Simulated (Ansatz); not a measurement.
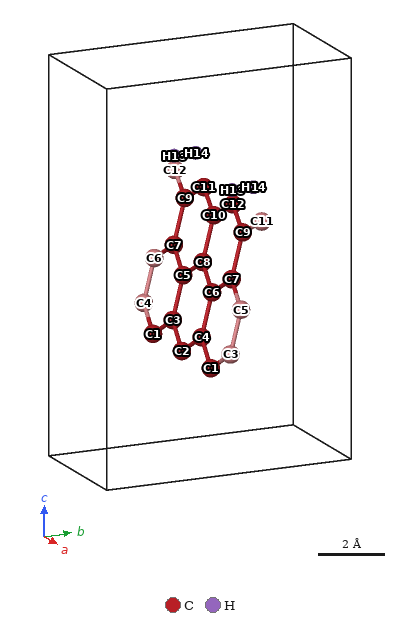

**Figure 1.** The structure (ball-and-stick view of the cell of the calculation, with the vacuum cut short, seen slightly off an axis; neighbours outside the cell are drawn fainter; atoms are numbered from 1 in the order of the input).

## Single-point calculation of C$_{6}$H (part 1 of 2)

System: C$_{6}$H (slab, 14 atoms in the cell).
Method: DFT LDA, scalar-relativistic, plane waves, PAW, PAW set soft_1, no spin polarisation (Ansatz 0.2.0).

The structure derives from a Materials Project entry. Figures and captions count atoms from 1; the log counts them from 0 in places.

Input
```yaml
crystal:
  lattice:
    - [4.8889075235, 0.0, 0.0]
    - [-1.2222268809, 8.7842777898, 0.0]
    - [0.0, 0.0, 22.747299925]
  atoms:
    - { symbol: C, position: [0.0193593843, 0.077437537, 0.1758450459] }
    - { symbol: C, position: [0.5193593842, 0.077437537, 0.1758450459] }
    - { symbol: C, position: [0.2741992303, 0.0967969212, 0.2059521363] }
    - { symbol: C, position: [0.7741992303, 0.0967969212, 0.2059521363] }
    - { symbol: C, position: [0.2838789224, 0.1355156897, 0.2661663168] }
    - { symbol: C, position: [0.7838789224, 0.1355156897, 0.2661663168] }
    - { symbol: C, position: [0.0386178296, 0.1544718076, 0.2954947895] }
    - { symbol: C, position: [0.5386178296, 0.1544718076, 0.2954947895] }
    - { symbol: C, position: [0.0488209147, 0.1952857701, 0.3583563417] }
    - { symbol: C, position: [0.5488209147, 0.1952857701, 0.3583563417] }
    - { symbol: C, position: [0.303107991, 0.212432538, 0.3845423393] }
    - { symbol: C, position: [0.803107991, 0.212432538, 0.3845423393] }
    - { symbol: H, position: [0.0488209147, 0.1530031838, 0.4183925106] }
    - { symbol: H, position: [0.0488209147, 0.2375683564, 0.4183925106] }
basis:
  ecutwfc: 420
kpoints:
  mp_grid: { grid: [6, 3, 1] }
hamiltonian:
  xc: lda
  pseudopotentials: { kind: paw, azcp: { folder: soft_1 } }
scf:
  occupations: { method: gaussian, width: 0.1 }
output:
  forces: true
  eigenvalues: true
  write_density: true
  write_potential: true
  elf: true
  volumetric_format: npy
efield:
  axis: 3
  dipole_correction: true
  ramp_width: 0.04
```

Command:
```bash
ansatz run input.yaml --threads 1 --pin off --max-ram 3072MiB --backend cpu --events-out ev --progress --plain --runs-dir out
```

What the program printed
```
Warning: [file] the record states the generating functional pbe (its physics header spells it `PBE`), which answers neither for hamiltonian.xc's functional nor for the lda family's — results may be inconsistent (PPs are generated against a specific XC)
Warning: [file] the record states the generating functional pbe (its physics header spells it `PBE`), which answers neither for hamiltonian.xc's functional nor for the lda family's — results may be inconsistent (PPs are generated against a specific XC)
Engine: ansatz 0.2.0, aarch64-unknown-linux-gnu
Pseudopotentials: kind: paw
Pseudopotential: C, paw, valence charge 4, recommended cutoff 420 eV (normal), [file]
Pseudopotential: H, paw, valence charge 1, recommended cutoff 420 eV (normal), [file]
Functional definition: SPW92
  exchange = slater_x
  correlation = pw_c
Crystal: 14 atoms, lattice volume = 976.895 Å³
Basis set: ecut = 420 eV, 19053 PW (Γ)
Bands: 39, of which v1, the nominal top of the filled ones, is band 25 counted from 1 (24 counted from 0)
Symmetry: 1 space group operations
Space group: P1 (ITA 1), of the structure as read, at distance tolerance 9.9e-5 Å
k-points: 10 of 18 (time reversal used)
Non-local potential: C, projectors of the file, l = 0: 2, l = 1: 2, l = 2: 1
Non-local potential: H, projectors of the file, l = 0: 2, l = 1: 1
PAW form: soft (Blöchl's): semilocal exchange-correlation on the pseudo side does not see the compensation charge
PAW frozen core: C, regenerated for the run's functional, and the local potential with it (the file was generated under x = pbe(κ = 0.804, μ = 0.2195149727645171), c = pbe(β = 0.06672455060314922))
PAW one-centre angular grid: C, 110 points (default); XC on 64 Gauss nodes
PAW one-centre angular grid: H, 110 points (default); XC on 64 Gauss nodes
Initial density: superposition of atomic densities (neutral atoms: chi_scale 0, normalization atom)
Initial wavefunctions: pseudopotential atomic-orbital guess
Functional: x = slater, c = lda
SCF iter   1: F=—  HF=-2939.010788 eV  |F-HF|=—  |Δ(HF+E_count)|=         —  Δρ=4.51e-2  dr2=2.02e1  ethr=3.10e-3  p=-0.000 e·Å  D=-5.62e-7 V/Å  ΔV_dip=0.00 eV  dr2_dipole=4.35e-1  V_vac-E_F(+/−)=8.85/8.85 eV  ⟨swp⟩=10.0  Hψ=2445  notcnv=0  defer=40
efield: sawtooth ramp at fractional position 0.7771 (placed from the atoms, in the widest stretch of the axis that holds none; the zero of the levels goes with the place), width 0.0400; the density the first Hamiltonian is built on has a dipole p = -0.000 e·Å; the dipole correction subtracts the counter field D = -5.62e-7 V/Å, which shifts the + side's vacuum level by +0.00 eV against the − side's; the planar-averaged density in the ramp window peaks in size at 8.8e-7 e/Å³
preconditioner: auto → LDOS  [metal: Δε(μ)=0.016 eV  Ē_g=13.621 eV  σ=0.100 eV  W_gap=0.09  n_scr=86 (ndim 8)  ℏωp=8.0 eV  f_vac=0.788  D(μ)=14.13/eV (n_scr^D=72)  β→1.0]
SCF iter   2: F=—  HF=-2932.980493 eV  |F-HF|=—  |Δ(HF+E_count)|=    6.03e0  Δρ=2.18e-2  dr2=1.41e1  ethr=3.10e-3  p=1.349 e·Å  D=2.50e-1 V/Å  ΔV_dip=-5.68 eV  dr2_dipole=3.52e0  V_vac-E_F(+/−)=1.91/7.60 eV  ⟨swp⟩=8.8  Hψ=1311  notcnv=0  defer=64
SCF iter   3: F=—  HF=-2930.994626 eV  |F-HF|=—  |Δ(HF+E_count)|=    1.99e0  Δρ=1.02e-2  dr2=4.11e0  ethr=3.10e-3  p=0.625 e·Å  D=1.16e-1 V/Å  ΔV_dip=-2.63 eV  dr2_dipole=8.19e-1  V_vac-E_F(+/−)=4.81/7.44 eV  ⟨swp⟩=4.1  Hψ=857  notcnv=0  defer=74
SCF iter   4: F=—  HF=-2931.182295 eV  |F-HF|=—  |Δ(HF+E_count)|=   1.88e-1  Δρ=1.22e-2  dr2=4.58e0  ethr=3.10e-3  p=0.364 e·Å  D=6.74e-2 V/Å  ΔV_dip=-1.53 eV  dr2_dipole=4.73e-1  V_vac-E_F(+/−)=5.23/6.76 eV  ⟨swp⟩=3.4  Hψ=651  notcnv=0  defer=75
SCF iter   5: F=—  HF=-2930.678936 eV  |F-HF|=—  |Δ(HF+E_count)|=   5.03e-1  Δρ=7.13e-3  dr2=1.68e0  ethr=3.10e-3  p=0.378 e·Å  D=7.00e-2 V/Å  ΔV_dip=-1.59 eV  dr2_dipole=1.81e-1  V_vac-E_F(+/−)=5.10/6.69 eV  ⟨swp⟩=2.2  Hψ=519  notcnv=0  defer=73
SCF iter   6: F=—  HF=-2930.647830 eV  |F-HF|=—  |Δ(HF+E_count)|=   3.11e-2  Δρ=7.96e-3  dr2=2.42e0  ethr=3.10e-3  p=0.392 e·Å  D=7.27e-2 V/Å  ΔV_dip=-1.65 eV  dr2_dipole=4.91e-1  V_vac-E_F(+/−)=4.91/6.57 eV  ⟨swp⟩=1.9  Hψ=351  notcnv=0  defer=73
SCF iter   7: F=—  HF=-2930.578693 eV  |F-HF|=—  |Δ(HF+E_count)|=   6.91e-2  Δρ=5.09e-3  dr2=9.66e-1  ethr=3.10e-3  p=0.318 e·Å  D=5.89e-2 V/Å  ΔV_dip=-1.34 eV  dr2_dipole=1.84e-1  V_vac-E_F(+/−)=5.01/6.35 eV  ⟨swp⟩=1.3  Hψ=459  notcnv=0  defer=72
SCF iter   8: F=—  HF=-2930.550210 eV  |F-HF|=—  |Δ(HF+E_count)|=   2.85e-2  Δρ=2.73e-3  dr2=2.68e-1  ethr=1.93e-3  p=0.228 e·Å  D=4.22e-2 V/Å  ΔV_dip=-0.96 eV  dr2_dipole=4.92e-2  V_vac-E_F(+/−)=5.15/6.11 eV  ⟨swp⟩=1.2  Hψ=320  notcnv=0  defer=72
SCF iter   9: F=—  HF=-2930.548956 eV  |F-HF|=—  |Δ(HF+E_count)|=   1.25e-3  Δρ=3.23e-3  dr2=3.93e-1  ethr=5.35e-4  p=0.255 e·Å  D=4.72e-2 V/Å  ΔV_dip=-1.07 eV  dr2_dipole=7.15e-2  V_vac-E_F(+/−)=5.09/6.17 eV  ⟨swp⟩=1.4  Hψ=474  notcnv=0  defer=72
SCF iter  10: F=—  HF=-2930.544240 eV  |F-HF|=—  |Δ(HF+E_count)|=   4.72e-3  Δρ=2.05e-3  dr2=1.69e-1  ethr=5.35e-4  p=0.251 e·Å  D=4.64e-2 V/Å  ΔV_dip=-1.06 eV  dr2_dipole=3.07e-2  V_vac-E_F(+/−)=5.11/6.16 eV  ⟨swp⟩=1.0  Hψ=318  notcnv=0  defer=72
SCF iter  11: F=—  HF=-2930.541571 eV  |F-HF|=—  |Δ(HF+E_count)|=   2.67e-3  Δρ=6.72e-4  dr2=1.34e-2  ethr=3.37e-4  p=0.247 e·Å  D=4.57e-2 V/Å  ΔV_dip=-1.04 eV  dr2_dipole=1.96e-3  V_vac-E_F(+/−)=5.13/6.17 eV  ⟨swp⟩=1.0  Hψ=318  notcnv=0  defer=72
SCF iter  12: F=—  HF=-2930.541271 eV  |F-HF|=—  |Δ(HF+E_count)|=   3.01e-4  Δρ=2.13e-4  dr2=1.53e-3  ethr=2.67e-5  p=0.249 e·Å  D=4.61e-2 V/Å  ΔV_dip=-1.05 eV  dr2_dipole=1.97e-4  V_vac-E_F(+/−)=5.13/6.18 eV  ⟨swp⟩=1.6  Hψ=336  notcnv=0  defer=72
SCF iter  13: F=—  HF=-2930.541257 eV  |F-HF|=—  |Δ(HF+E_count)|=   1.35e-5  Δρ=8.06e-5  dr2=1.35e-4  ethr=3.07e-6  p=0.251 e·Å  D=4.65e-2 V/Å  ΔV_dip=-1.06 eV  dr2_dipole=6.96e-6  V_vac-E_F(+/−)=5.13/6.19 eV  ⟨swp⟩=1.9  Hψ=349  notcnv=0  defer=72
SCF iter  14: F=—  HF=-2930.541260 eV  |F-HF|=—  |Δ(HF+E_count)|=   2.82e-6  Δρ=2.97e-5  dr2=2.89e-5  ethr=2.69e-7  p=0.253 e·Å  D=4.68e-2 V/Å  ΔV_dip=-1.07 eV  dr2_dipole=3.16e-6  V_vac-E_F(+/−)=5.13/6.20 eV  ⟨swp⟩=2.0  Hψ=462  notcnv=0  defer=72
SCF iter  15: F=—  HF=-2930.541260 eV  |F-HF|=—  |Δ(HF+E_count)|=   2.07e-7  Δρ=1.21e-5  dr2=2.14e-6  ethr=5.78e-8  p=0.253 e·Å  D=4.69e-2 V/Å  ΔV_dip=-1.07 eV  dr2_dipole=1.17e-7  V_vac-E_F(+/−)=5.13/6.20 eV  ⟨swp⟩=1.1  Hψ=342  notcnv=0  defer=72
SCF iter  16: F=—  HF=-2930.541262 eV  |F-HF|=—  |Δ(HF+E_count)|=   2.01e-6  Δρ=6.03e-6  dr2=3.86e-7  ethr=4.27e-9  p=0.253 e·Å  D=4.69e-2 V/Å  ΔV_dip=-1.07 eV  dr2_dipole=3.85e-9  V_vac-E_F(+/−)=5.13/6.20 eV  ⟨swp⟩=2.7  Hψ=540  notcnv=0  defer=72
SCF iter  17: F=—  HF=-2930.541263 eV  |F-HF|=—  |Δ(HF+E_count)|=   6.83e-7  Δρ=3.15e-6  dr2=1.24e-7  ethr=7.73e-10  p=0.253 e·Å  D=4.69e-2 V/Å  ΔV_dip=-1.07 eV  dr2_dipole=3.13e-9  V_vac-E_F(+/−)=5.13/6.20 eV  ⟨swp⟩=3.0  Hψ=633  notcnv=0  defer=72
SCF iter  18: F=-2930.541263 eV  HF=-2930.541263 eV  |F-HF|=9.10e-8  |Δ(HF+E_count)|=   2.61e-7  Δρ=2.10e-6  dr2=6.22e-8  ethr=2.00e-10  p=0.253 e·Å  D=4.69e-2 V/Å  ΔV_dip=-1.07 eV  dr2_dipole=3.83e-9  V_vac-E_F(+/−)=5.13/6.20 eV  ⟨swp⟩=32.8  Hψ=4512  notcnv=0
SCF 1 converged in 18 iterations: F = -2930.541263 eV  dr2 = 6.22e-8
  greatest PAW one-centre occupation: 0.693 electrons in one spin orbital (limit 2), on the C atom at site 8 (counted from 0), in its partial waves of l = 0
```

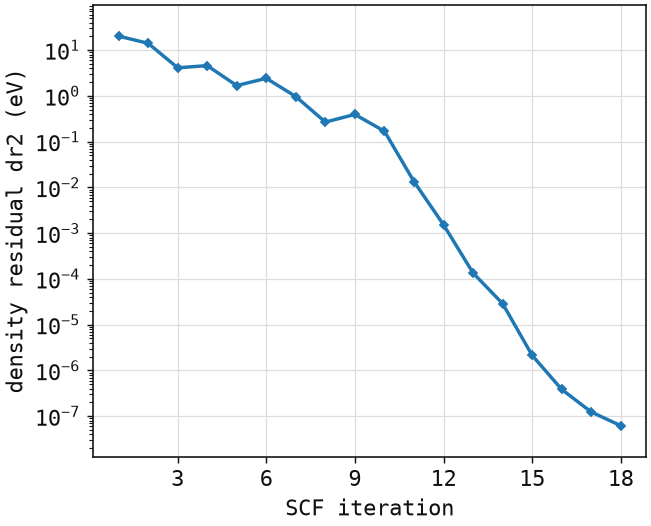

**Figure 2.** Convergence of the self-consistent field: density residual dr2 against the SCF iteration. The residual falls almost steadily, with no more than small rises.
